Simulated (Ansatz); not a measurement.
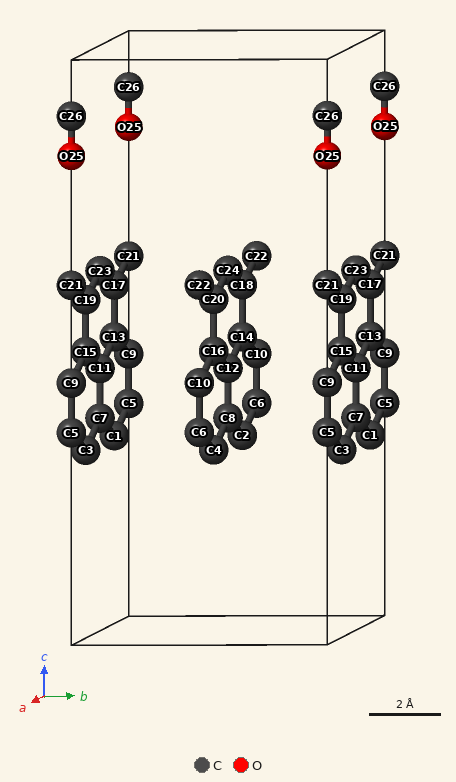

**Figure 1.** The structure (ball-and-stick view of the cell of the calculation, with the vacuum cut short, seen slightly off an axis; atoms are numbered from 1 in the order of the input). An atom can appear more than once, as a periodic image.

# Mending a single-point calculation on C25O

System: C25O (slab, 26 atoms in the cell).
Method of run 1: DFT, PBE, dispersion d3bj, plane waves, PAW, PAW set soft_1, spin-polarised (Ansatz 0.2.0).

The structure derives from an entry of the Crystallography Open Database. Some settings of this run were made unusual or wrong on purpose. Text and figures count atoms from 1; the logs count them from 0 in places.

Input, run 1:
```yaml
crystal:
  lattice:
    - [4.9311586502, 0.0, 0.0]
    - [-2.4655793251, 6.7895556517, 0.0]
    - [0.0, 0.0, 23.7859273492]
  atoms:
    - { symbol: C, position: [0.25, 0.0, 0.1681666618] }
    - { symbol: C, position: [0.25, 0.5, 0.1681666618] }
    - { symbol: C, position: [0.75, 0.0, 0.1681666618] }
    - { symbol: C, position: [0.75, 0.5, 0.1681666618] }
    - { symbol: C, position: [0.0, 0.0, 0.1980626486] }
    - { symbol: C, position: [0.0, 0.5, 0.1980626486] }
    - { symbol: C, position: [0.5, 0.0, 0.1980626486] }
    - { symbol: C, position: [0.5, 0.5, 0.1980626486] }
    - { symbol: C, position: [0.0, 0.0, 0.2578893198] }
    - { symbol: C, position: [0.0, 0.5, 0.2578893198] }
    - { symbol: C, position: [0.5, 0.0, 0.2578893198] }
    - { symbol: C, position: [0.5, 0.5, 0.2578893198] }
    - { symbol: C, position: [0.25, 0.0, 0.2870659527] }
    - { symbol: C, position: [0.25, 0.5, 0.2870659527] }
    - { symbol: C, position: [0.75, 0.0, 0.2870659527] }
    - { symbol: C, position: [0.75, 0.5, 0.2870659527] }
    - { symbol: C, position: [0.25, 0.0, 0.3496842014] }
    - { symbol: C, position: [0.25, 0.5, 0.3496842014] }
    - { symbol: C, position: [0.75, 0.0, 0.3496842014] }
    - { symbol: C, position: [0.75, 0.5, 0.3496842014] }
    - { symbol: C, position: [0.0, 0.0, 0.3756812681] }
    - { symbol: C, position: [0.0, 0.5, 0.3756812681] }
    - { symbol: C, position: [0.5, 0.0, 0.3756812681] }
    - { symbol: C, position: [0.5, 0.5, 0.3756812681] }
    - { symbol: O, position: [0.0, 0.0, 0.5312354302] }
    - { symbol: C, position: [0.0, 0.0, 0.5795833455] }
basis:
  ecutwfc: 420
kpoints:
  mp_grid: { grid: [6, 4, 1] }
hamiltonian:
  xc: pbe
  pseudopotentials: { kind: paw, azcp: { folder: soft_1 } }
  dispersion: d3bj
scf:
  occupations: { method: gaussian, width: 0.05 }
  max_iter: 75
output:
  forces: true
  eigenvalues: true
efield:
  axis: 3
  dipole_correction: true
  ramp_width: 0.04
magnetization:
  spin_polarized: true
  initial_magnetization: 1
```

Command:
```bash
ansatz run input.yaml --threads 2 --pin off --max-ram 6144MiB --backend cpu --events-out ev --progress --plain --runs-dir out
```

Hardware: 2 threads of Arm Neoverse N1, 98 GiB of memory available, shared host.

Output, shortened to warnings, some set-up lines, iterations and results (run 1):
```
Warning: crystal.symmetry: narrowed to the stabiliser of the k-point mesh — unitary ops 4 → 2; excluded 2 operations that carry a point of the 6×4×1 mesh (shift [0, 0, 0]) off the mesh (the run samples exactly the mesh kpoints.mp_grid names, as under crystal.symmetry.detect: false, and its converged state has the mesh's symmetry, not the crystal's; ε∞, the Born charges and the force constants of …
Basis set: ecut = 420 eV, 15569 PW (Γ), exchange–correlation on 72×100×320 points (8 copies of the dense FFT grid, shifted against one another)
Symmetry: 2 space group operations
k-points: 14 of 24
[...]
SCF iter   1: F=—  HF=-6828.300795 eV  |F-HF|=—  |Δ(HF+E_count)|=         —  Δρ=3.40e-2 (↑3.34e-2 ↓3.40e-2)  dr2=3.64e1  dr2_m=2.32e-2  M=0.650 μB ∫|m|=0.656 μB  β_m=0.30  …
SCF iter   2: F=—  HF=-6821.579716 eV  |F-HF|=—  |Δ(HF+E_count)|=    6.72e0  Δρ=2.27e-2 (↑2.27e-2 ↓2.25e-2)  dr2=1.78e1  dr2_m=3.56e-2  M=0.953 μB ∫|m|=0.958 μB  β_m=0.30  …
SCF iter   3: F=—  HF=-6816.512526 eV  |F-HF|=—  |Δ(HF+E_count)|=    5.07e0  Δρ=7.90e-3 (↑7.90e-3 ↓7.86e-3)  dr2=2.97e0  dr2_m=7.41e-2  M=1.489 μB ∫|m|=1.494 μB  β_m=0.30  …
SCF iter   4: F=—  HF=-6816.203218 eV  |F-HF|=—  |Δ(HF+E_count)|=   3.09e-1  Δρ=6.86e-3 (↑5.93e-3 ↓6.86e-3)  dr2=1.50e0  dr2_m=1.68e-1  M=2.254 μB ∫|m|=2.260 μB  β_m=0.30  …
SCF iter   5: F=—  HF=-6816.314322 eV  |F-HF|=—  |Δ(HF+E_count)|=   1.11e-1  Δρ=7.43e-3 (↑6.05e-3 ↓7.43e-3)  dr2=8.16e-1  dr2_m=2.83e-1  M=3.055 μB ∫|m|=3.067 μB  β_m=0.30  …
[... 20 lines ...]
SCF iter  26: F=—  HF=-6817.772282 eV  |F-HF|=—  |Δ(HF+E_count)|=   2.12e-4  Δρ=2.23e-5 (↑1.84e-5 ↓2.23e-5)  dr2=1.23e-5  dr2_m=9.07e-7  M=9.433 μB ∫|m|=10.084 μB  β_m=0.83  …
SCF iter  27: F=—  HF=-6817.772282 eV  |F-HF|=—  |Δ(HF+E_count)|=   1.57e-7  Δρ=8.93e-6 (↑8.93e-6 ↓5.43e-6)  dr2=2.88e-6  dr2_m=1.75e-7  M=9.432 μB ∫|m|=10.083 μB  β_m=0.79  …
SCF iter  28: F=—  HF=-6817.772282 eV  |F-HF|=—  |Δ(HF+E_count)|=   2.19e-7  Δρ=3.40e-6 (↑2.82e-6 ↓3.40e-6)  dr2=2.60e-7  dr2_m=3.63e-8  M=9.433 μB ∫|m|=10.083 μB  β_m=0.84  …
SCF iter  29: F=-6817.772282 eV  HF=-6817.772282 eV  |F-HF|=6.47e-10  |Δ(HF+E_count)|=   1.25e-7  Δρ=1.22e-6 (↑1.17e-6 ↓1.22e-6)  dr2=3.36e-8  dr2_m=4.38e-9  M=9.433 μB …
SCF 1 converged in 29 iterations: F = -6817.772282 eV  dr2 = 3.36e-8
SCF converged after 29 iterations
Magnetization: 9.4327 μB (57.7163 up, 48.2837 down)
Absolute magnetization: 10.1033 μB (∫|ρ↑−ρ↓|, with the PAW one-centre terms)
Spin contamination: 0.1019 ħ² per cell (⟨S²⟩ above its minimum at these occupations)
Per-site moments (μB) at R_I (Å): [(0.4210337318387321, 0.5870614038509643), (0.42089702684726016, 0.5870614038509643), (0.4210337318387318, 0.5870614038509643), (0.4208970268472606, 0.5870614038509643), (0.002429269275509309, 0.5870010525669165), (0.002442202182590619, 0.5870010525669165), …
Free energy (F): -6817.772282 eV
Harris-Foulkes:  -6817.772282 eV  (|F-HF|=6.47e-10)
Internal energy: -6817.767558 eV  (E = F + TS)
E sigma→0 (E₀):  -6817.769920 eV
Entropy (-TS):   -0.004724 eV (-0.182 meV/atom)
Fermi energy:    -1.693213 eV
Dipole field:    D = -0.005823 V/Å  (p = -0.025627 e·Å, saw-weighted, corrected)
Work function:   Φ+ = 5.2874 eV   Φ− = 5.1489 eV
Levels:          The Fermi level and band energies are counted from a zero that moves with the ramp; work functions are not
--- Per-component energies (eV) ---
  E_band       = -1096.431872
  E_kinetic    = 2333.191848
  E_local      = -55328.286494  (includes V_loc(G=0)·N_el)
  E_nonlocal   = 646.912645
  E_hartree    = 26500.399122
  E_xc         = -1227.117203
  E_vxc        = -1511.505485  (∫ρ·V_xc dr)
  E_paw        = -2662.165558  (= ΣΔE_a)
  E_vpaw       = -236.447706  (= ΣTr[D̂ρ^β])
  E_aug_tail   = 0.001158  (compensation charges beyond the density's cutoff)
  E_efield     = 0.000075  (sawtooth field / dipole correction)
  E_vefield    = -1.099622  (∫n·V_field dr)
  E_ewald      = 22922.161185
  E_disp       = -2.864337  (pairwise vdW)
  E_smearing   = -0.004724  (= −TS)
  E_closure    = -0.000000  (closes the sum)
  Σ components = -6817.772282   (vs F -6817.772282, Δ=0.00e0)
--- Forces (eV/Å), atoms counted from 1 ---
[...]
```

What should be changed in this input?

Answer. This input holds a deliberate fault: an impossible spin (`magnetization`). The system has too few electrons for this moment. The program still converged, but the numbers can't be taken as results for the intended system. The program warns: the k-point mesh lowers the symmetry that the run can use.

A run of the same system that converges differs from this input as follows (lines with − go, lines with + come):
```diff
-  max_iter: 75
-magnetization:
-  spin_polarized: true
-  initial_magnetization: 1
```

Output, shortened to warnings, some set-up lines, iterations and results (run 2):
```
Warning: crystal.symmetry: narrowed to the stabiliser of the k-point mesh — unitary ops 4 → 2; excluded 2 operations that carry a point of the 6×4×1 mesh (shift [0, 0, 0]) off the mesh (the run samples exactly the mesh kpoints.mp_grid names, as under crystal.symmetry.detect: false, and its converged state has the mesh's symmetry, not the crystal's; ε∞, the Born charges and the force constants of …
Basis set: ecut = 420 eV, 15569 PW (Γ), exchange–correlation on 72×100×320 points (8 copies of the dense FFT grid, shifted against one another)
Symmetry: 2 space group operations
k-points: 14 of 24
[...]
SCF iter   1: F=—  HF=-6828.305945 eV  |F-HF|=—  |Δ(HF+E_count)|=         —  Δρ=6.73e-2  dr2=3.65e1  ethr=3.10e-3  p=-0.000 e·Å  D=-1.48e-7 V/Å  ΔV_dip=0.00 eV  …
SCF iter   2: F=—  HF=-6818.183787 eV  |F-HF|=—  |Δ(HF+E_count)|=    1.01e1  Δρ=4.15e-2  dr2=1.42e1  ethr=3.10e-3  p=0.236 e·Å  D=5.36e-2 V/Å  ΔV_dip=-1.28 eV  …
SCF iter   3: F=—  HF=-6824.937628 eV  |F-HF|=—  |Δ(HF+E_count)|=    6.75e0  Δρ=6.67e-2  dr2=9.74e1  ethr=3.10e-3  p=-0.458 e·Å  D=-1.04e-1 V/Å  ΔV_dip=2.47 eV  …
SCF iter   4: F=—  HF=-6816.748055 eV  |F-HF|=—  |Δ(HF+E_count)|=    8.19e0  Δρ=1.85e-2  dr2=4.53e0  ethr=3.10e-3  p=0.689 e·Å  D=1.56e-1 V/Å  ΔV_dip=-3.72 eV  …
SCF iter   5: F=—  HF=-6816.145201 eV  |F-HF|=—  |Δ(HF+E_count)|=   6.03e-1  Δρ=6.76e-3  dr2=1.13e0  ethr=3.10e-3  p=0.481 e·Å  D=1.09e-1 V/Å  ΔV_dip=-2.60 eV  …
[... 7 lines ...]
SCF iter  13: F=—  HF=-6815.996523 eV  |F-HF|=—  |Δ(HF+E_count)|=   3.96e-4  Δρ=2.74e-5  dr2=1.57e-5  ethr=6.81e-8  p=0.071 e·Å  D=1.61e-2 V/Å  ΔV_dip=-0.38 eV  …
SCF iter  14: F=—  HF=-6815.996524 eV  |F-HF|=—  |Δ(HF+E_count)|=   1.27e-6  Δρ=1.12e-5  dr2=2.63e-6  ethr=1.48e-8  p=0.071 e·Å  D=1.61e-2 V/Å  ΔV_dip=-0.38 eV  …
SCF iter  15: F=—  HF=-6815.996524 eV  |F-HF|=—  |Δ(HF+E_count)|=   2.45e-7  Δρ=4.90e-6  dr2=2.56e-7  ethr=2.48e-9  p=0.071 e·Å  D=1.62e-2 V/Å  ΔV_dip=-0.38 eV  …
SCF iter  16: F=-6815.996524 eV  HF=-6815.996524 eV  |F-HF|=5.36e-8  |Δ(HF+E_count)|=   1.09e-7  Δρ=1.65e-6  dr2=4.40e-8  ethr=9.43e-11  p=0.071 e·Å  D=1.62e-2 V/Å  …
SCF 1 converged in 16 iterations: F = -6815.996524 eV  dr2 = 4.40e-8
SCF converged after 16 iterations
Free energy (F): -6815.996524 eV
Harris-Foulkes:  -6815.996524 eV  (|F-HF|=5.36e-8)
Internal energy: -6815.968276 eV  (E = F + TS)
E sigma→0 (E₀):  -6815.982400 eV
Entropy (-TS):   -0.028248 eV (-1.086 meV/atom)
Fermi energy:    -2.857136 eV
Dipole field:    D = 0.016226 V/Å  (p = 0.071409 e·Å, saw-weighted, corrected)
Work function:   Φ+ = 6.5527 eV   Φ− = 6.9387 eV
Levels:          The Fermi level and band energies are counted from a zero that moves with the ramp; work functions are not
--- Per-component energies (eV) ---
  E_band       = -1161.952147
  E_kinetic    = 2318.449346
  E_local      = -55250.362216  (includes V_loc(G=0)·N_el)
  E_nonlocal   = 652.931316
  E_hartree    = 26426.563520
  E_xc         = -1222.737815
  E_vxc        = -1505.743662  (∫ρ·V_xc dr)
  E_paw        = -2660.111000  (= ΣΔE_a)
  E_vpaw       = -233.416765  (= ΣTr[D̂ρ^β])
  E_aug_tail   = 0.001145  (compensation charges beyond the density's cutoff)
  E_efield     = 0.000579  (sawtooth field / dipole correction)
  E_vefield    = 3.065625  (∫n·V_field dr)
  E_ewald      = 22922.161185
  E_disp       = -2.864337  (pairwise vdW)
  E_smearing   = -0.028248  (= −TS)
  E_closure    = 0.000000  (closes the sum)
  Σ components = -6815.996524   (vs F -6815.996524, Δ=0.00e0)
--- Forces (eV/Å), atoms counted from 1 ---
  atom   1  C      0.00241788     0.00000267     1.86268557
  atom   2  C      0.00000764     0.00013110     1.86757003
  atom   3  C     -0.00241788    -0.00000267     1.86268557
  atom   4  C     -0.00000764    -0.00013110     1.86757003
  atom   5  C     -0.00000000     0.00000000    -3.42982850
  atom   6  C     -0.00000000     0.00000000    -3.43666322
  atom   7  C     -0.00000000     0.00000000    -3.42720779
  atom   8  C     -0.00000000     0.00000000    -3.43664077
  atom   9  C      0.00000000     0.00000000     1.56615160
  atom  10  C      0.00000000     0.00000000     1.57136647
  atom  11  C      0.00000000     0.00000000     1.57117823
  atom  12  C      0.00000000     0.00000000     1.57136120
  atom  13  C     -0.00523021    -0.00000140     0.00167228
  atom  14  C      0.00000032    -0.00034079    -0.00099553
  atom  15  C      0.00523021     0.00000140     0.00167228
  atom  16  C     -0.00000032     0.00034079    -0.00099553
  atom  17  C      0.00055890     0.00000464     0.01602254
  atom  18  C      0.00000730    -0.00029675    -0.00691458
  atom  19  C     -0.00055890    -0.00000464     0.01602254
  atom  20  C     -0.00000730     0.00029675    -0.00691458
  atom  21  C     -0.00000000     0.00000000    -0.03733572
  atom  22  C      0.00000000     0.00000000     0.01094161
  atom  23  C      0.00000000     0.00000000     0.01616691
[...]
```

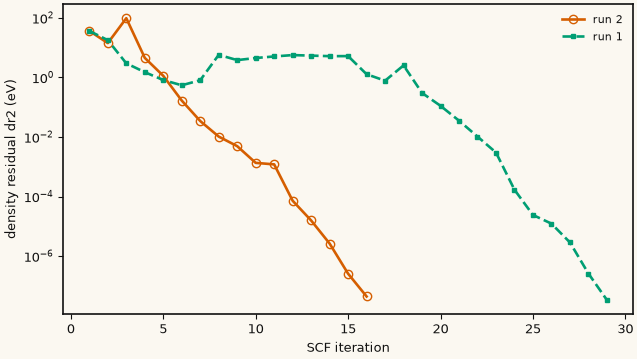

**Figure 2.** Convergence of the two runs: density residual dr2 against the SCF iteration. Run 2 takes 16 iterations in all, and run 1 takes 29.

The two runs side by side:

| quantity | run 1 | run 2 |
| --- | --- | --- |
| outcome | converged | converged |
| free energy per atom (eV) | −262.2220 | −262.1537 |
| energy per atom, smearing taken to zero (eV) | −262.2219 | −262.1532 |
| gap on the mesh (eV) | 0.00 | 0.00 |
| work function (eV) | – | 6.55 |
| largest force (eV/Å) | 3.548 | 3.437 |
| SCF iterations | 29 | 16 |
| irreducible k-points | 14 | 14 |
| plane waves at Γ | 15569 | 15569 |
| net moment of the cell (μB) | 9.43 | – |
| absolute moment of the cell (μB) | 10.10 | – |
| wall time (shared host) | 5.3 min | 1.9 min |

With the same functional and potentials, run 2 lies 68.3 meV per atom higher. The largest force goes from 3.548 to 3.437 eV/Å. The SCF takes 16 iterations against 29. On the same kind of shared host run 2 took about 0.35 times as long.

Notes on run 2: Warnings of the run: the k-point mesh lowers the symmetry that the run can use.
